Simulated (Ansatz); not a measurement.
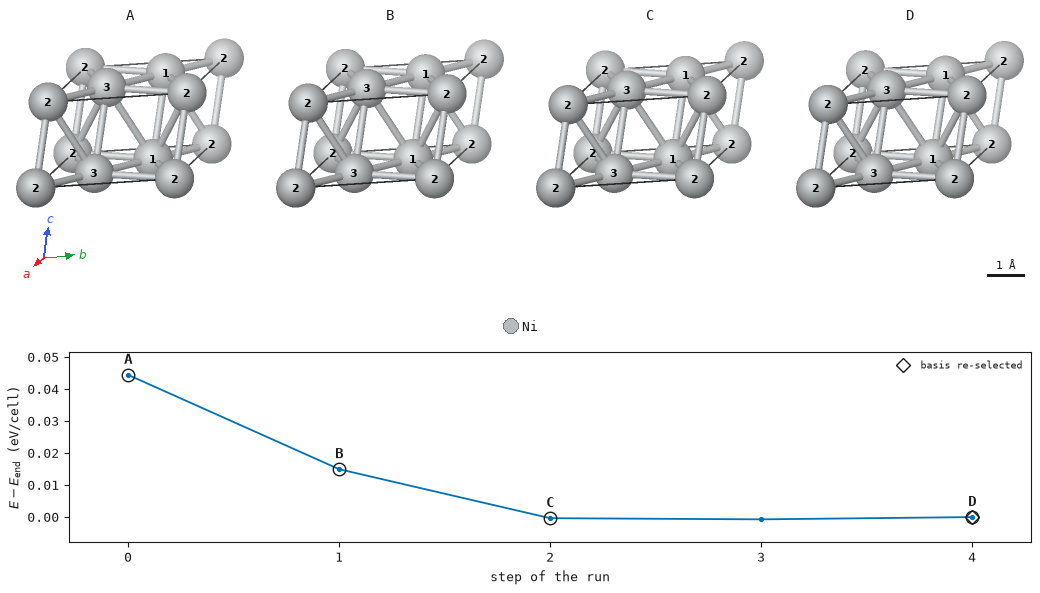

Frames of a relaxation of crystalline Ni (set up in R-3m), marked on the history of the run. The picture is a ball-and-stick view of the cell of the calculation, seen slightly off an axis.

Case: film's bulk on the substrate's plane, third vector and atoms relaxed.

All numbers below come from DFT LDA, scalar-relativistic, plane waves, PAW (Ansatz 0.2.0).

Input
```yaml
crystal:
  lattice:
    - [3.9621891213, 0.0, 0.0]
    - [-1.9810945606, 3.4313564336, 0.0]
    - [-1.3207297071, 0.0, 2.1162403819]
  atoms:
    - { symbol: Ni, position: [0.3333333333, 0.6666666667, 0.0], spin: 0.7 }
    - { symbol: Ni, position: [0.0, 0.0, 0.0], spin: 0.7 }
    - { symbol: Ni, position: [0.6666666667, 0.3333333333, 0.0], spin: 0.7 }
basis:
  ecutwfc: 420
kpoints:
  mp_grid: { grid: [9, 9, 16] }
hamiltonian:
  xc: lda
scf:
  occupations: { method: gaussian, width: 0.1 }
output:
  forces: true
  stress: true
  eigenvalues: true
  populations: true
magnetization:
  spin_polarized: true
relax:
  adjacent_minimum: "off"
  f_tol: 0.01
  max_steps: 50
  cell: { fix: [a, b, gamma], stress_tol: 0.1 }
```

Run as
```bash
ansatz run input.yaml --threads 4 --pin off --max-ram 8192MiB --backend cpu --events-out ev --progress --plain --runs-dir out
```

What happens along the run?

The atoms keep their places relative to the cell (all moves are under 0.005 Å). The volume changes by −3.2 %, with a = b unchanged at 3.962 Å, c 2.495 → 2.436 Å (−2.3 %), α 74.6° → 74.3°, β 122.0° → 122.8°. Some distances before and after: Ni1–Ni1 2.495 → 2.436 Å. The space group stays R-3m (No. 166). After 3 accepted moves (4 points after the start) the energy has fallen by 44.5 meV per cell of the calculation. All forces vanish by symmetry, so only the cell relaxes. Pressure: 18.03 GPa at the start and 26.91 GPa at the end. At 1 point the geometry stayed and the basis and grid were re-selected for the new cell (energy shift of 0.7 meV per cell of the calculation at most each time). From step 0 to 1: volume −1.4 %, energy −29.5 meV per cell of the calculation. From step 1 to 2: volume −2.2 %, energy −15.3 meV per cell of the calculation. From step 2 to 4: volume +0.3 %, energy +0.3 meV per cell of the calculation.
